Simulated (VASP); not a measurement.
SnO2 (space group P4_2/mnm, No. 136). Coordinates: the end point of a relaxation with VASP, VASP Kohn-Sham DFT of a periodic cell, BEEF-vdW, VASP PAW PBE potentials, recommended.

```cif
data_structure
_symmetry_space_group_name_H-M 'P4_2/mnm'
_symmetry_Int_Tables_number 136
_cell_length_a 4.8396
_cell_length_b 4.8396
_cell_length_c 3.2521
_cell_angle_alpha 90.000
_cell_angle_beta 90.000
_cell_angle_gamma 90.000
_cell_volume 76.17
loop_
_atom_site_label
_atom_site_type_symbol
_atom_site_symmetry_multiplicity
_atom_site_Wyckoff_symbol
_atom_site_fract_x
_atom_site_fract_y
_atom_site_fract_z
_atom_site_occupancy
Sn1 Sn 2 a 0.50000 0.50000 0.50000 1
O1 O 4 f 0.80651 0.19349 0.50000 1
```

Describe how the polyhedra about Sn are linked (bonds: O–Sn below 2.4 Å).

Sn: SnO6 octahedron, sharing corners with eight neighbours and edges with two neighbours.

They form a three-dimensional framework of corner- and edge-sharing octahedra.

Centre to centre across a shared corner: 3.79 Å; across a shared edge: 3.25 Å.

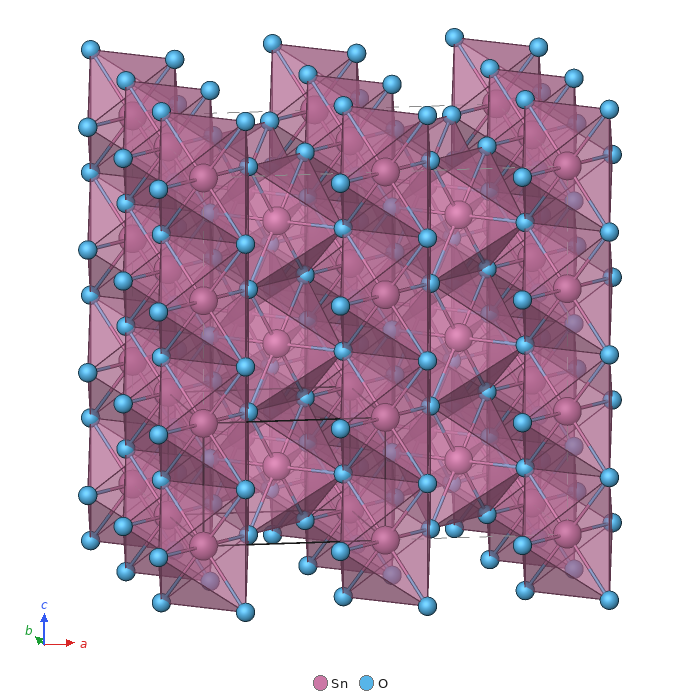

Polyhedra are drawn about Sn (bonds: O–Sn below 2.4 Å); other atoms are plain spheres.
